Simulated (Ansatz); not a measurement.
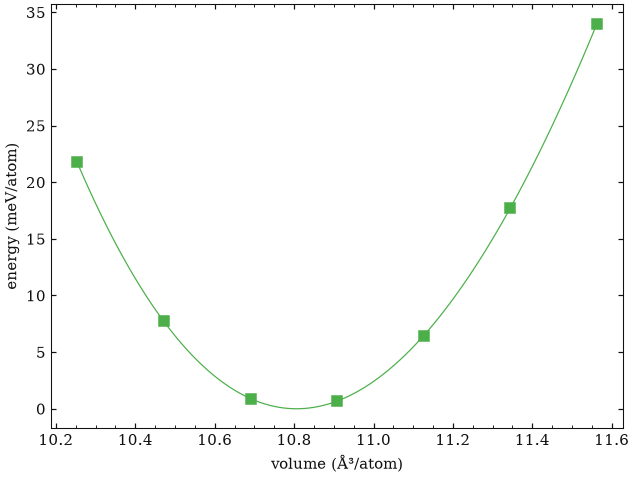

The picture above shows the energy against volume for C, space group R-3m (No. 166).

Structure:
```cif
data_structure
_symmetry_space_group_name_H-M 'P 1'
_symmetry_Int_Tables_number 1
_cell_length_a 8.4041
_cell_length_b 8.4041
_cell_length_c 8.4041
_cell_angle_alpha 16.876
_cell_angle_beta 16.876
_cell_angle_gamma 16.876
_cell_volume 43.63
loop_
_atom_site_label
_atom_site_type_symbol
_atom_site_fract_x
_atom_site_fract_y
_atom_site_fract_z
_atom_site_occupancy
C1 C 0.08717 0.08717 0.08717 1
C2 C 0.75385 0.75385 0.75385 1
C3 C 0.24615 0.24615 0.24615 1
C4 C 0.91283 0.91283 0.91283 1
```

Method: all-electron LAPW DFT, no spin polarisation; energies at scaled volumes of the given cell, shape and fractions fixed, counted from the fit's minimum, third-order Birch-Murnaghan fit (Ansatz 0.2.0). Level: PBEsol.

```csv
setting,value
k mesh,12×12×12
occupations,Fermi–Dirac
smearing width,0.05 eV
potentials,"all electron LAPW, scalar relativistic"
program settings,basis error eV/atom 0.001
```

From this curve and the settings, what does the calculation give for the pressure at the same points?

The pressure falls from 13.12 GPa at volume 10.25 Å³/atom to −13.67 GPa at 11.56 Å³/atom, and changes sign near 10.81 Å³/atom.

```tsv
volume (Å³/atom)	pressure (GPa)
10.25	13.12
10.47	7.57
10.69	2.51
10.91	-2.11
11.13	-6.32
11.34	-10.16
11.56	-13.67
```

Caveats: shape and atomic fractions are frozen while scaling, which makes layered, chain and framework solids too stiff.
